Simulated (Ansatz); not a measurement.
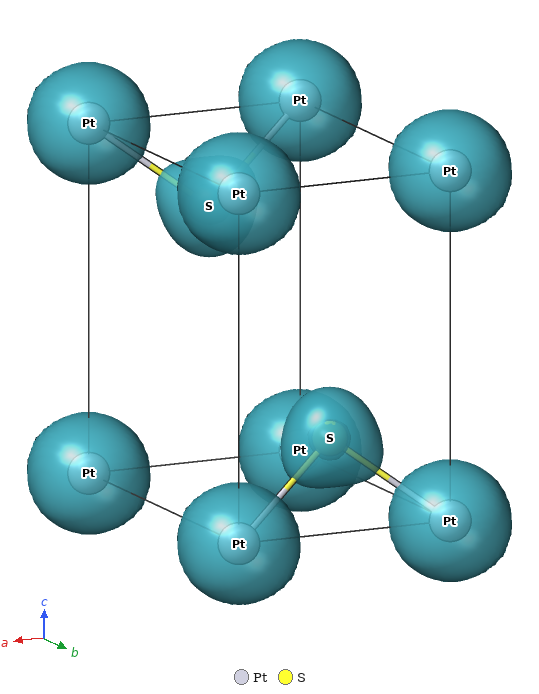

The picture shows: PtS$_{2}$. Isosurface of the valence charge density (pseudo) at 0.8 e/Å³ (cyan), seen at an oblique angle. Sticks mark near contacts.

Space group P-3m1.

Theory: DFT PBE, scalar-relativistic, plane waves, PAW (Ansatz 0.2.0).

Question: How is the density connected at this value?

Answer: At this value the density breaks into separate islands; it holds about 60 % of the electrons treated as valence (semicore included). It bridges none of the near contacts. It is pinched off along the sampled Pt–S (2.40 Å) contacts. On the grid the lowest density along these lines, outside the cores, is 0.66 e/Å³ (Pt–S, 2.40 Å).
